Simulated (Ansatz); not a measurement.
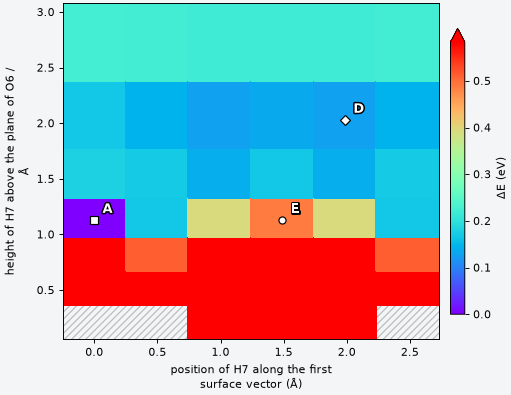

H on a MgO(100) slab cut from the Fm-3m phase, its upper half relaxed before the scan (6 atoms of substrate and one adsorbate in a 1 × 1 cell). H is moved along a line over the surface and along the normal, above a rigid substrate. The first coordinate is: position of H7 along the first surface vector, from above O6; the second: height of H7 above the plane of O6. The scan uses a 6 × 7 grid; 26 points were computed and 13 follow by symmetry. At 3 points there is no value (left out of the scan, as a rule where atoms come close). Points are written as (first, second). Energies are in eV, from the lowest grid point. All numbers below come from DFT PBEsol, scalar-relativistic, plane waves, PAW (Ansatz). Settings: cutoff 420 eV, k-mesh 9×9×1, gaussian smearing 0.05 eV, spin-polarised.

Drawn: one coloured cell a grid point, one colour for all values above the top of the scale, hatched blanks where no value was computed, lettered points.

Q: Rank the lettered points by energy, lowest first.

A: A (0.00 eV), D (0.13 eV), E (0.49 eV).

PAW datasets: the set soft_1.
